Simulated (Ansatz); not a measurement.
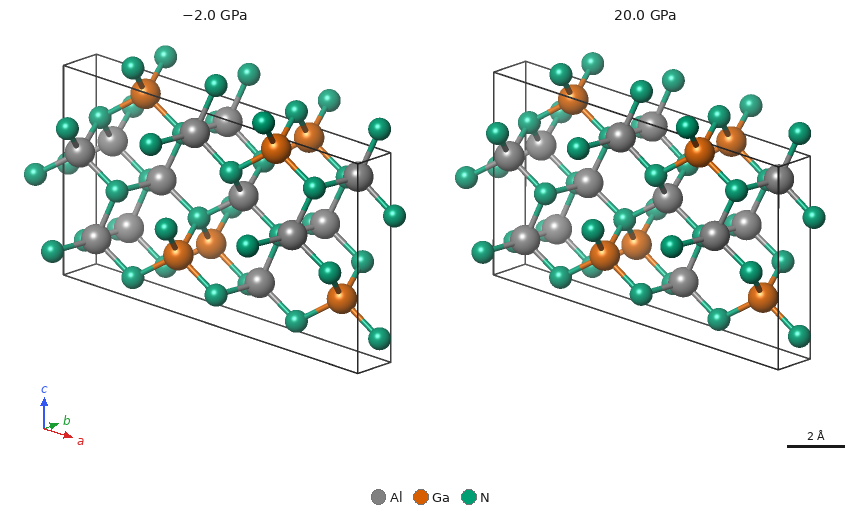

Solid Al2GaN3 (set up in Cm), relaxed (cell and atoms) at several target pressures. The picture shows the first and the last member. A ball-and-stick model of the conventional cell (2 times the calculation's cell), seen slightly off an axis. Lengths and directions refer to the drawn axes.

Computed with Ansatz 0.2.0: DFT PBEsol, scalar-relativistic, plane waves, PAW. Set-up: plane-wave cutoff 420 eV; k-point mesh 8 × 8 × 4; occupations gaussian; smearing width 0.02 eV; no spin polarisation; cell and atoms relaxed; force threshold 0.008 eV/Å.

```tsv
pressure (GPa)	volume (Å³/atom)	a (Å)	b (Å)	c (Å)	band gap (eV)
−2.0	10.884	11.529	3.147	7.448	3.18
0.0	10.769	11.486	3.136	7.422	3.26
2.0	10.660	11.446	3.126	7.396	3.34
5.0	10.512	11.390	3.111	7.361	3.44
10.0	?	?	?	?	?
20.0	9.888	11.148	3.051	7.210	3.92
```

> Estimate the missing row from the others, and compare with the calculation.

Murnaghan's form V = V₀(1 + B′P/B₀)^(−1/B′), with V₀ = 10.769 Å³ from the row at zero pressure, fits the other rows with B₀ = 195 GPa and B′ = 4.17 (largest miss 0.002 Å³). At 10.0 GPa it gives 10.769 × (1 + 4.17 × 10.0/195)^(−1/4.17) = 10.280 Å³ per atom. The calculation gives 10.283 Å³/atom (a = 11.303 Å, b = 3.090 Å, c = 7.307 Å). The estimate is 0.003 Å³/atom too low. For the gap a parabola through the rows 0.0, 2.0, 5.0 gives 3.55 eV, and the calculation 3.61 eV (semilocal gaps, lower than measured ones as a rule). From the first member to the last: Al–N 1.918 → 1.856 Å, Ga–N 1.962 → 1.901 Å, Ga–N 1.950 → 1.889 Å.

The whole series:

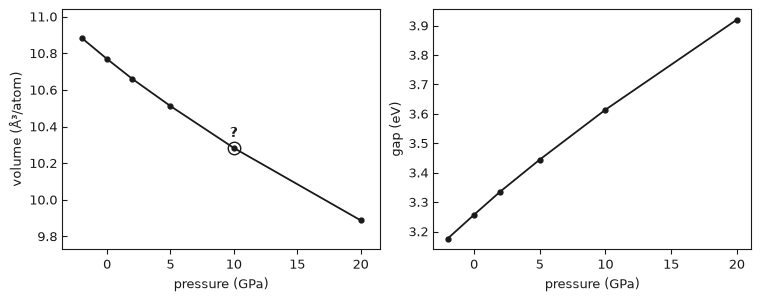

Each member starts from this one structure; whether another phase lies lower wasn't checked.
